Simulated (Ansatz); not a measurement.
# Ti: single-point calculation (part 1 of 2)

The run: single-point calculation of Ti (slab, 16 atoms in the cell). Method and program: DFT PBE, scalar-relativistic, plane waves, PAW, PAW set soft_1, no spin polarisation (Ansatz 0.2.0).

The structure derives from an entry of the Crystallography Open Database. Figures and captions count atoms from 1; the log counts them from 0 in places.

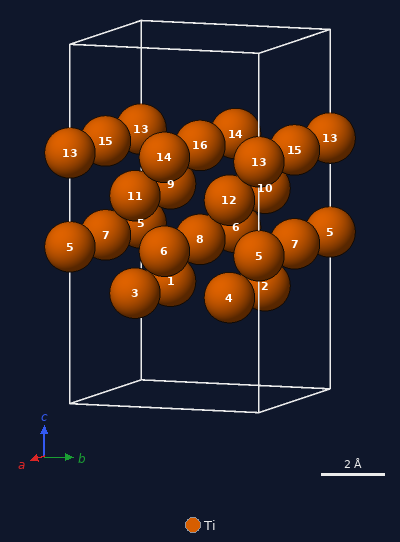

Figure 1. The input geometry (spheres-only view of the cell of the calculation, with the vacuum cut short, seen slightly off an axis; atoms are numbered from 1 in the order of the input). An atom can appear more than once, as a periodic image.

## Results in brief

| quantity | value |
| --- | --- |
| outcome | converged |
| electrons treated | 192 |
| free energy | −39984.7464 eV |
| work function, top face | 3.25 eV |
| work function, bottom face | 3.24 eV |
| Fermi energy | 2.176 eV |
| gap on the k-point mesh | none (metallic) |
| work function (upper face) | 3.25 eV |
| largest force (length of the vector) | 0.571 eV/Å |
| hardware | 4 threads of Arm Neoverse N1, 24 GiB of memory available, shared host |
| wall time | 57 s (CPU time 3.5 min) |
| peak memory | 1.9 GiB |

The program warns: the exchange-correlation potential is rough where the density is thin.

## Input file
```yaml
crystal:
  lattice:
    - [6.5106718526, 0.0, 0.0]
    - [0.0, 6.5106718526, 0.0]
    - [0.0, 0.0, 20.1793673972]
  atoms:
    - { symbol: Ti, position: [0.25, 0.25, 0.1982222694] }
    - { symbol: Ti, position: [0.25, 0.75, 0.1982222694] }
    - { symbol: Ti, position: [0.75, 0.25, 0.1982222694] }
    - { symbol: Ti, position: [0.75, 0.75, 0.1982222694] }
    - { symbol: Ti, position: [0.0, 0.0, 0.2788822788] }
    - { symbol: Ti, position: [0.0, 0.5, 0.2788822788] }
    - { symbol: Ti, position: [0.5, 0.0, 0.2788822788] }
    - { symbol: Ti, position: [0.5, 0.5, 0.2788822788] }
    - { symbol: Ti, position: [0.25, 0.25, 0.3551865244] }
    - { symbol: Ti, position: [0.25, 0.75, 0.3551865244] }
    - { symbol: Ti, position: [0.75, 0.25, 0.3551865244] }
    - { symbol: Ti, position: [0.75, 0.75, 0.3551865244] }
    - { symbol: Ti, position: [0.0, 0.0, 0.4301109755] }
    - { symbol: Ti, position: [0.0, 0.5, 0.4301109755] }
    - { symbol: Ti, position: [0.5, 0.0, 0.4301109755] }
    - { symbol: Ti, position: [0.5, 0.5, 0.4301109755] }
basis:
  ecutwfc: 420
kpoints:
  mp_grid: { grid: [4, 4, 1] }
hamiltonian:
  xc: pbe
  pseudopotentials: { kind: paw, azcp: { folder: soft_1 } }
scf:
  occupations: { method: gaussian, width: 0.1 }
output:
  forces: true
  eigenvalues: true
  write_density: true
  write_potential: true
  elf: true
  volumetric_format: npy
efield:
  axis: 3
  dipole_correction: true
  ramp_width: 0.04
```

Launch command:
```bash
ansatz run input.yaml --threads 4 --pin off --max-ram 12288MiB --backend cpu --events-out ev --progress --plain --runs-dir out
```

## What the program printed
```
Engine: ansatz 0.2.0, aarch64-unknown-linux-gnu
Pseudopotentials: kind: paw
Pseudopotential: Ti, paw, valence charge 12, recommended cutoff 420 eV (normal), [file]
Functional definition: PBE
  parameter kappa = 0.804
  parameter beta = 0.06672455060314922
  exchange = pbe_x(kappa = kappa, mu = beta*pi^2/3)
  correlation = pbe_c(beta = beta)
Crystal: 16 atoms, lattice volume = 855.380 Å³
Basis set: ecut = 420 eV, 16687 PW (Γ), exchange–correlation on 90×90×270 points (8 copies of the dense FFT grid, shifted against one another)
Bands: 116, of which v1, the nominal top of the filled ones, is band 96 counted from 1 (95 counted from 0)
Symmetry: 32 space group operations
Space group: P4mm (ITA 99), of the structure as read, at distance tolerance 9.5e-5 Å
k-points: 6 of 16
Non-local potential: Ti, projectors of the file, l = 0: 3, l = 1: 2, l = 2: 3, l = 3: 1
PAW form: soft (Blöchl's): semilocal exchange-correlation on the pseudo side does not see the compensation charge
PAW one-centre angular grid: Ti, 590 points (default); XC on 64 Gauss nodes
Initial density: superposition of atomic densities (neutral atoms: chi_scale 0, normalization atom)
Initial wavefunctions: pseudopotential atomic-orbital guess
Functional: x = pbe(κ = 0.804, μ = 0.2195149727645171), c = pbe(β = 0.06672455060314922)
SCF iter   1: F=—  HF=-40009.513355 eV  |F-HF|=—  |Δ(HF+E_count)|=         —  Δρ=6.96e-2  dr2=2.85e2  ethr=3.10e-3  p=0.000 e·Å  D=4.58e-8 V/Å  ΔV_dip=-0.00 eV  dr2_dipole=2.08e0  V_vac-E_F(+/−)=8.19/8.19 eV  ⟨swp⟩=8.7  Hψ=3069  notcnv=0
efield: sawtooth ramp at fractional position 0.7942 (placed from the atoms, in the widest stretch of the axis that holds none; the zero of the levels goes with the place), width 0.0400; the density the first Hamiltonian is built on has a dipole p = 0.000 e·Å; the dipole correction subtracts the counter field D = 4.58e-8 V/Å, which shifts the + side's vacuum level by -0.00 eV against the − side's; the planar-averaged density in the ramp window peaks in size at 9.6e-8 e/Å³
preconditioner: auto → LDOS  [metal: Δε(μ)=0.054 eV  Ē_g=2.908 eV  σ=0.100 eV  W_gap=0.29  n_scr=128 (ndim 8)  ℏωp=10.2 eV  f_vac=0.554  D(μ)=20.09/eV (n_scr^D=112)  β→1.0]
SCF iter   2: F=—  HF=-40009.097529 eV  |F-HF|=—  |Δ(HF+E_count)|=   4.16e-1  Δρ=1.06e-1  dr2=5.50e2  ethr=3.10e-3  p=-0.258 e·Å  D=-5.45e-2 V/Å  ΔV_dip=1.10 eV  dr2_dipole=2.84e0  V_vac-E_F(+/−)=1.35/0.25 eV  ⟨swp⟩=10.3  Hψ=4227  notcnv=0  defer=43
SCF iter   3: F=—  HF=-39985.960623 eV  |F-HF|=—  |Δ(HF+E_count)|=    2.31e1  Δρ=3.42e-2  dr2=4.47e1  ethr=3.10e-3  p=-0.144 e·Å  D=-3.05e-2 V/Å  ΔV_dip=0.62 eV  dr2_dipole=8.39e-1  V_vac-E_F(+/−)=3.59/2.98 eV  ⟨swp⟩=6.5  Hψ=2149  notcnv=0  defer=30
SCF iter   4: F=—  HF=-39985.104180 eV  |F-HF|=—  |Δ(HF+E_count)|=   8.56e-1  Δρ=1.05e-2  dr2=7.41e0  ethr=3.10e-3  p=-0.034 e·Å  D=-7.18e-3 V/Å  ΔV_dip=0.14 eV  dr2_dipole=2.69e-1  V_vac-E_F(+/−)=4.32/4.18 eV  ⟨swp⟩=5.7  Hψ=1525  notcnv=0  defer=22
SCF iter   5: F=—  HF=-39984.737231 eV  |F-HF|=—  |Δ(HF+E_count)|=   3.67e-1  Δρ=3.72e-3  dr2=1.93e-1  ethr=3.10e-3  p=-0.037 e·Å  D=-7.73e-3 V/Å  ΔV_dip=0.16 eV  dr2_dipole=2.46e-2  V_vac-E_F(+/−)=3.60/3.44 eV  ⟨swp⟩=3.7  Hψ=968  notcnv=0  defer=27
SCF iter   6: F=—  HF=-39984.750459 eV  |F-HF|=—  |Δ(HF+E_count)|=   1.32e-2  Δρ=1.97e-3  dr2=1.45e-1  ethr=1.00e-4  p=-0.018 e·Å  D=-3.77e-3 V/Å  ΔV_dip=0.08 eV  dr2_dipole=1.85e-2  V_vac-E_F(+/−)=3.49/3.41 eV  ⟨swp⟩=3.7  Hψ=1202  notcnv=0  defer=26
SCF iter   7: F=—  HF=-39984.748757 eV  |F-HF|=—  |Δ(HF+E_count)|=   1.70e-3  Δρ=6.99e-4  dr2=1.82e-2  ethr=7.54e-5  p=-0.007 e·Å  D=-1.57e-3 V/Å  ΔV_dip=0.03 eV  dr2_dipole=1.79e-3  V_vac-E_F(+/−)=3.43/3.39 eV  ⟨swp⟩=2.0  Hψ=701  notcnv=0  defer=26
SCF iter   8: F=—  HF=-39984.746674 eV  |F-HF|=—  |Δ(HF+E_count)|=   2.08e-3  Δρ=3.78e-4  dr2=6.38e-3  ethr=9.49e-6  p=-0.004 e·Å  D=-7.95e-4 V/Å  ΔV_dip=0.02 eV  dr2_dipole=1.10e-3  V_vac-E_F(+/−)=3.35/3.33 eV  ⟨swp⟩=2.0  Hψ=858  notcnv=0  defer=26
SCF iter   9: F=—  HF=-39984.746371 eV  |F-HF|=—  |Δ(HF+E_count)|=   3.03e-4  Δρ=3.13e-4  dr2=4.79e-3  ethr=3.32e-6  p=-0.001 e·Å  D=-2.88e-4 V/Å  ΔV_dip=0.01 eV  dr2_dipole=3.56e-5  V_vac-E_F(+/−)=3.25/3.25 eV  ⟨swp⟩=2.8  Hψ=876  notcnv=0  defer=26
SCF iter  10: F=—  HF=-39984.746257 eV  |F-HF|=—  |Δ(HF+E_count)|=   1.14e-4  Δρ=8.47e-5  dr2=3.55e-4  ethr=2.50e-6  p=-0.001 e·Å  D=-3.12e-4 V/Å  ΔV_dip=0.01 eV  dr2_dipole=5.05e-5  V_vac-E_F(+/−)=3.25/3.24 eV  ⟨swp⟩=1.7  Hψ=715  notcnv=0  defer=26
SCF iter  11: F=—  HF=-39984.746197 eV  |F-HF|=—  |Δ(HF+E_count)|=   5.99e-5  Δρ=1.81e-5  dr2=7.41e-6  ethr=1.85e-7  p=-0.002 e·Å  D=-4.51e-4 V/Å  ΔV_dip=0.01 eV  dr2_dipole=1.23e-6  V_vac-E_F(+/−)=3.26/3.25 eV  ⟨swp⟩=2.8  Hψ=1039  notcnv=0  defer=25
SCF iter  12: F=—  HF=-39984.746387 eV  |F-HF|=—  |Δ(HF+E_count)|=   1.91e-4  Δρ=7.43e-6  dr2=6.65e-7  ethr=3.86e-9  p=-0.002 e·Å  D=-4.79e-4 V/Å  ΔV_dip=0.01 eV  dr2_dipole=1.02e-8  V_vac-E_F(+/−)=3.25/3.24 eV  ⟨swp⟩=3.5  Hψ=1194  notcnv=0  defer=25
SCF iter  13: F=—  HF=-39984.746388 eV  |F-HF|=—  |Δ(HF+E_count)|=   1.72e-7  Δρ=2.58e-6  dr2=1.00e-7  ethr=5.21e-11  p=-0.002 e·Å  D=-4.84e-4 V/Å  ΔV_dip=0.01 eV  dr2_dipole=1.32e-11  V_vac-E_F(+/−)=3.25/3.24 eV  ⟨swp⟩=27.0  Hψ=6821  notcnv=0
SCF iter  14: F=-39984.746388 eV  HF=-39984.746388 eV  |F-HF|=1.04e-9  |Δ(HF+E_count)|=   3.28e-8  Δρ=7.32e-7  dr2=9.31e-9  ethr=5.21e-11  p=-0.002 e·Å  D=-4.84e-4 V/Å  ΔV_dip=0.01 eV  dr2_dipole=9.10e-10  V_vac-E_F(+/−)=3.25/3.24 eV  ⟨swp⟩=10.5  Hψ=4143  notcnv=0
SCF 1 converged in 14 iterations: F = -39984.746388 eV  dr2 = 9.31e-9
  greatest PAW one-centre occupation: 0.999 electrons in one spin orbital (limit 2), on the Ti atom at site 3 (counted from 0), in its partial waves of l = 0
```

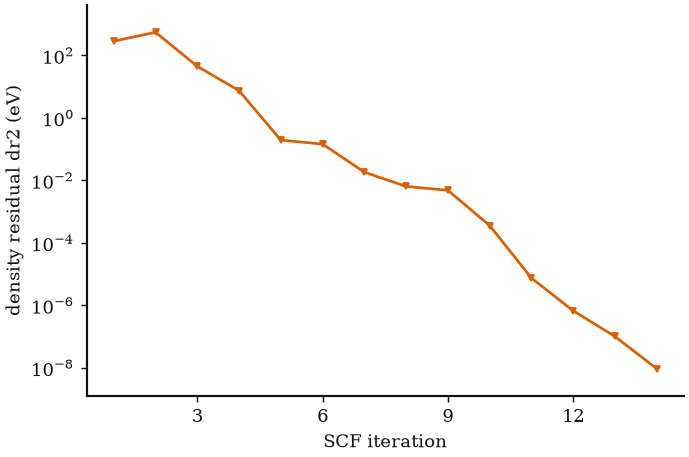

Figure 2. Convergence of the self-consistent field: density residual dr2 against the SCF iteration. The residual falls almost steadily, with no more than small rises.

```
WARN: The output density's exchange-correlation potential varies sharply where the density is thin. Do not read a vacuum level from v_tot or v_xc, or from such a field of the output density. On a cell that repeats whose density bears no net charge and no dipole along the vacuum's axis use v_es (v_loc + v_h of the components); under efield.dipole_correction with no amplitude use v_es + v_field, which holds any external_charges[].barrier, or the levels of the report's work_function block, which leave it out; under a non-zero efield.amplitude the vacuum is tilted and has no level; on a cell that repeats and bears such a dipole with no correction it is tilted too, and efield.dipole_correction with no amplitude gives each side of its ramp a level where efield: is served; in a cell that repeats whose density bears a net charge (total_charge, or a fill off its count) it is curved and has none; of a slab under crystal.periodic whose density bears no net charge use v_es, which has a level on each side, short of where the two are joined; of another it falls or rises all the way out and has none; of a slab beside external_charges read slab_vacuum_level instead, which it has where they leave it neutral. The grid or the basis barely resolves most such structure, and the values can differ between equally converged runs; as a rule a tighter scf.convergence.dr2_threshold does not remove it. Where the density itself ripples (under the LDA too) a higher basis.ecutwfc lessens it. The files hold the spikes' plane waves up to the density's cutoff. Files: v_tot_of_output_density and the like, and their columns of v_z.tsv (output.write_potential); v_xc_of_output_density and the like, and their columns of v_comp_z.tsv (output.write_potential_components). Measured: with its Gaussian average of σ = 0.25 Å subtracted twice, the exchange-correlation potential is over 0.1 eV at 168 of the grid points where the equally averaged density (valence and model cores) is under 1e-3 e/Å³, and 0.163 eV at the most among them, at an averaged density of 4.5e-8 e/Å³. See output.write_potential in the manual, Limitations
SCF converged after 14 iterations
Free energy (F): -39984.746388 eV
Harris-Foulkes:  -39984.746388 eV  (|F-HF|=1.04e-9)
Internal energy: -39984.591875 eV  (E = F + TS)
E sigma→0 (E₀):  -39984.669131 eV
Entropy (-TS):   -0.154513 eV (-9.657 meV/atom)
Fermi energy:    2.175613 eV
Dipole field:    D = -0.000503 V/Å  (p = -0.002379 e·Å, saw-weighted, corrected)
Work function:   Φ+ = 3.2544 eV   Φ− = 3.2442 eV
Levels:          The Fermi level and band energies are counted from a zero that moves with the ramp; work functions are not
--- Per-component energies (eV) ---
  E_band       = -4631.268364
  E_kinetic    = 4486.778941
  E_local      = -141889.129111  (includes V_loc(G=0)·N_el)
  E_nonlocal   = 976.023420
  E_hartree    = 68445.638045
  E_xc         = -1844.660641
  E_vxc        = -2308.360962  (∫ρ·V_xc dr)
  E_paw        = -16678.199133  (= ΣΔE_a)
  E_vpaw       = -2787.846372  (= ΣTr[D̂ρ^β])
  E_aug_tail   = -0.001218  (compensation charges beyond the density's cutoff)
  E_efield     = 0.000001  (sawtooth field / dipole correction)
  E_vefield    = 0.002798  (∫n·V_field dr)
  E_ewald      = 46518.957822
  E_smearing   = -0.154513  (= −TS)
  E_closure    = -0.000000  (closes the sum)
  Σ components = -39984.746388   (vs F -39984.746388, Δ=0.00e0)
--- Forces (eV/Å), atoms counted from 1 ---
  atom   1  Ti    -0.00000000    -0.00000000     0.57053717
  atom   2  Ti    -0.00000000    -0.00000000     0.57053717
  atom   3  Ti    -0.00000000    -0.00000000     0.57053717
  atom   4  Ti    -0.00000000    -0.00000000     0.57053717
  atom   5  Ti    -0.00000000     0.00000000    -0.53118477
  atom   6  Ti    -0.00000000     0.00000000    -0.53118477
  atom   7  Ti    -0.00000000    -0.00000000    -0.53118477
  atom   8  Ti    -0.00000000     0.00000000    -0.53118477
  atom   9  Ti    -0.00000000    -0.00000000     0.02822306
  atom  10  Ti     0.00000000    -0.00000000     0.02822306
  atom  11  Ti    -0.00000000     0.00000000     0.02822306
  atom  12  Ti    -0.00000000     0.00000000     0.02822306
  atom  13  Ti     0.00000000     0.00000000    -0.06755843
  atom  14  Ti    -0.00000000     0.00000000    -0.06755843
  atom  15  Ti    -0.00000000     0.00000000    -0.06755843
  atom  16  Ti    -0.00000000     0.00000000    -0.06755843
  max |Σ_I F_I| component: 6.81e-5 eV/Å
--- Band table (eV; the first three rows and the last of 6) ---
```
